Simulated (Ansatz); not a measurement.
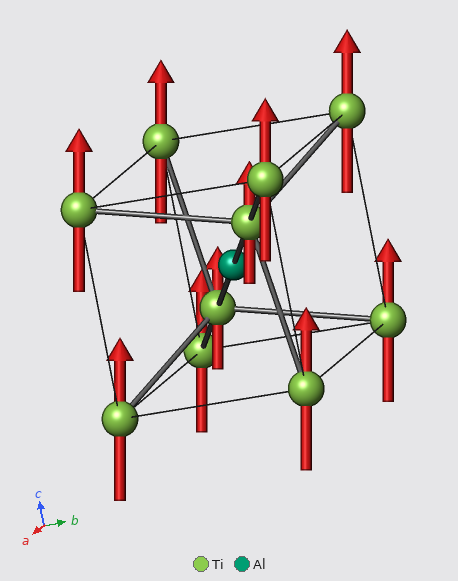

We look at a ball-and-stick model of the crystal slightly off an axis. The outline marks the simulation cell. Arrows are the site magnetic moments above 0.25 μB; longer means larger, and red and blue are up and down (without spin-orbit coupling the axis itself is arbitrary).

This is the state reached for Ti3Al. Setup: DFT PBE, scalar-relativistic, plane waves, PAW in Ansatz 0.2.0; plane-wave cutoff 420 eV, k-point mesh 12×12×12, Gaussian smearing of 0.1 eV, collinear spins.

### Which kind of magnetic order is this?

Ferromagnetic (within this cell). Site moments: 3 Ti +0.3 to +1.2 μB. The net spin moment of the whole cell is 2.3 μB, including what lies between the atoms and on sites without an arrow.

Origin of the cell: a structure listed in the Materials Project. The cell was then strained or its atoms displaced on purpose. Ansatz was used for an electronic-structure calculation on it.

At this level of theory the cell isn't at rest (stretched, at -9 GPa), so its distances can differ from those at equilibrium, the more so the softer the solid, and its magnetic state may change on relaxation.
